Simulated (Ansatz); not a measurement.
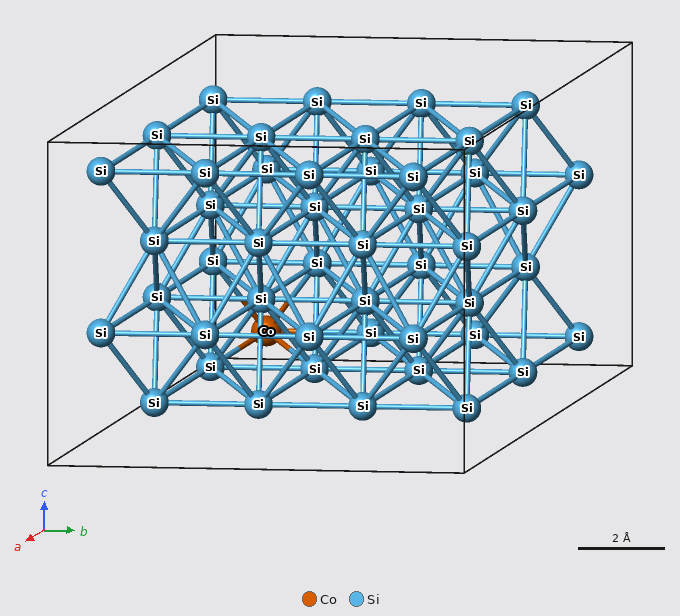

*The structure (ball-and-stick view of the cell of the calculation, seen at an oblique angle).*

Near neighbours in the crystal (not all of them lie inside the picture): Co has 12 Si at 2.44 to 2.51 Å; Si has 12 Si at 2.44 to 2.51 Å; Si has 1 Co at 2.44 to 2.51 Å and 11 Si at 2.44 to 2.51 Å.

# Single-point calculation, with input and output: CoSi47 (charge −2) (part 1 of 4)

System: CoSi47 (defect cell, 48 atoms in the cell, total charge −2).
Method: DFT, PBE, plane waves, PAW, Ueff = 8 eV on Co d (Ansatz 0.2.0).

The structure derives from an entry of the Crystallography Open Database. The run did not end well.

### What the program printed
```
Co: projections on atomic orbitals take those of the free atom [Ne] 3s2 3p6 3d7 4s2, of charge +0.00 (hamiltonian.pseudopotentials.projection_atoms); the dataset's partial waves leave at most 1.4e-6 of an orbital's norm unspanned inside its sphere
Si: projections on atomic orbitals take those of the free atom [Ne] 3s2 3p2, of charge +0.00 (hamiltonian.pseudopotentials.projection_atoms); the dataset's partial waves leave at most 6.1e-8 of an orbital's norm unspanned inside its sphere
Engine: ansatz 0.2.0, aarch64-unknown-linux-gnu
Pseudopotentials: kind: paw
Pseudopotential: Co, paw, valence charge 17, recommended cutoff 420 eV (normal), Co.paw.azcp
Pseudopotential: Si, paw, valence charge 4, recommended cutoff 420 eV (normal), Si.paw.azcp
Functional definition: PBE
  parameter kappa = 0.804
  parameter beta = 0.06672455060314922
  exchange = pbe_x(kappa = kappa, mu = beta*pi^2/3)
  correlation = pbe_c(beta = beta)
Crystal: 48 atoms, lattice volume = 515.468 Å³
Basis set: ecut = 420 eV, 10095 PW (Γ), exchange–correlation on 100×144×120 points (8 copies of the dense FFT grid, shifted against one another)
Bands: 153, of which v1, the nominal top of the filled ones, is band 104 counted from 1 (103 counted from 0)
Symmetry: 2 space group operations
Space group: Pm (ITA 6), of the structure as read, at distance tolerance 8.0e-5 Å
Magnetic group: BNS 6.18 (UNI 25), of the structure as read, at distance tolerance 8.0e-5 Å
k-points: 8 of 12 (time reversal used)
Non-local potential: Co, projectors of the file, l = 0: 3, l = 1: 2, l = 2: 3, l = 3: 1
Non-local potential: Si, projectors of the file, l = 0: 2, l = 1: 2, l = 2: 2
PAW form: soft (Blöchl's): semilocal exchange-correlation on the pseudo side does not see the compensation charge
PAW one-centre angular grid: Co, 590 points (default); XC on 64 Gauss nodes
PAW one-centre angular grid: Si, 110 points (default); XC on 64 Gauss nodes
Initial density: superposition of atomic densities (chi_scale 0.1, normalization cell)
Starting moments: Σ|m| = 3 μB on 1 of 48 sites
Initial wavefunctions: pseudopotential atomic-orbital guess
Functional: x = pbe(κ = 0.804, μ = 0.2195149727645171), c = pbe(β = 0.06672455060314922)
```
